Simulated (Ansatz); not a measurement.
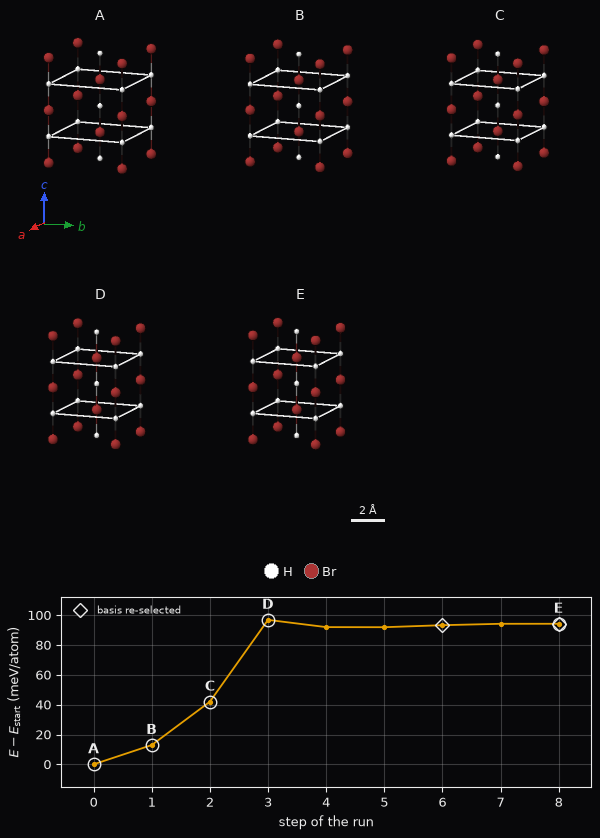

Frames of a relaxation of crystalline HBr (set up in I4/mmm), marked on the history of the run. A ball-and-stick model of the conventional cell (2 times the calculation's cell), seen slightly off an axis. Lengths and directions refer to the drawn axes.

Case: relaxed at 8 GPa.

Computed with DFT LDA, scalar-relativistic, plane waves, PAW (Ansatz 0.2.0). (plane-wave cutoff 420 eV; k-point mesh 10 × 10 × 10; occupations fixed; target pressure 8 GPa; no spin polarisation; cell and atoms relaxed; force threshold 0.001 eV/Å; at most 60 steps)

Question: What happens along the run?

Answer: Over 6 accepted moves (8 points after the start) the energy rises by 94.2 meV per atom. With the target pressure of 8 GPa, the enthalpy E + pV changes by −183 meV per atom. All forces vanish by symmetry, so only the cell relaxes. Pressure: 0.00 GPa at the start and 8.00 GPa at the end. At 2 points the geometry stayed and the basis and grid were re-selected for the new cell (energy shift of 1.4 meV per atom at most each time). No atom moves by more than 0.005 Å relative to the cell. The drawn cell changes as follows: a = b 4.891 → 4.177 Å (−14.6 %), c 3.332 → 3.295 Å (−1.1 %); the volume changes by −27.9 %. Near-neighbour distances that change, for instance: Br–H 1.666 → 1.647 Å. The space group stays I4/mmm (No. 139). From step 0 to 1: volume −11.3 %, energy +12.9 meV per atom. From step 1 to 2: volume −10.2 %, energy +29.1 meV per atom. From step 2 to 3: volume −9.9 %, energy +54.9 meV per atom. From step 3 to 8: volume +0.5 %, energy −2.6 meV per atom.

```
step  E − E(0), meV/atom  pressure, GPa  volume, Å³/atom                      note
   0                0.00           0.00           19.930                          
   1               12.94           3.08           17.681                          
   2               41.99           5.70           15.877                          
   3               96.85           8.86           14.303                          
   4               91.99           8.04           14.389                          
   5               91.93           8.00           14.390                          
   6               93.28           7.96           14.390  same geometry, new basis
   7               94.22           8.00           14.371                          
   8               94.23           8.00           14.371  same geometry, new basis
```
